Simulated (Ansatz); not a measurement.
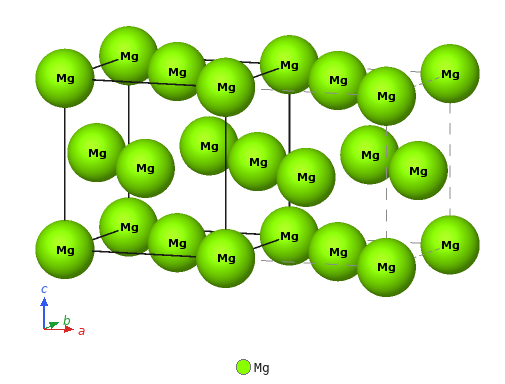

The figure gives a spheres-only picture of the atoms, viewed slightly off an axis. The conventional unit cell (solid box) is repeated to 2×1×1 cells.

The element is magnesium. It is face-centred cubic, space group Fm-3m (No. 225). This arrangement goes by the name face-centred cubic (Cu type). The cell holds four atoms. Each Mg has twelve Mg in a cuboctahedral arrangement.

The structure was taken from a structure listed in the Materials Project, with elements exchanged, so it need not be a known form of the compound. This is the structure after a relaxation with Ansatz, DFT PBE, scalar-relativistic, plane waves, PAW.
